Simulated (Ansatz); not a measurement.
System: Nb, space group Im-3m (No. 229).

Structure:
```xyz
1
Lattice="-1.6361 1.6361 1.6361 1.6361 -1.6361 1.6361 1.6361 1.6361 -1.6361" Properties=species:S:1:pos:R:3 pbc="T T T"
Nb    0.0000    0.0000    0.0000
```

Calculation (Ansatz 0.2.0): volume, enthalpy and cell of a crystal along a series of hydrostatic pressures at zero temperature, keeping its symmetry; changes are against the given cell; the k mesh follows the cell and the gap; plane waves with PAW datasets, Γ-centred k mesh. Level: PBEsol, no spin polarisation.

- wave cutoff: 420 eV
- occupations: Gaussian
- k mesh at zero pressure: 18×18×18
- smearing width at zero pressure: 0.1 eV

Predict the volume change against applied pressure. The applied pressure takes the values −3, 0, 3, 8, 15, 30, 60 GPa.

The volume change falls from 1.80 % at applied pressure −3 GPa to −19.90 % at 60 GPa. The solid is metallic at every point.

```
applied pressure (GPa)  volume change (%)
                    -3               1.80
                     0               0.00
                     3              -1.55
                     8              -4.03
                    15              -7.07
                    30             -12.40
                    60             -19.90
```

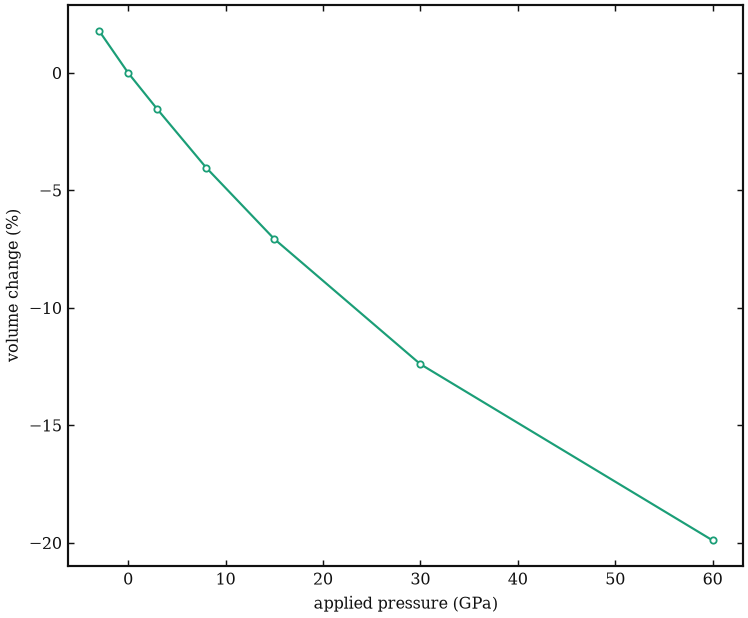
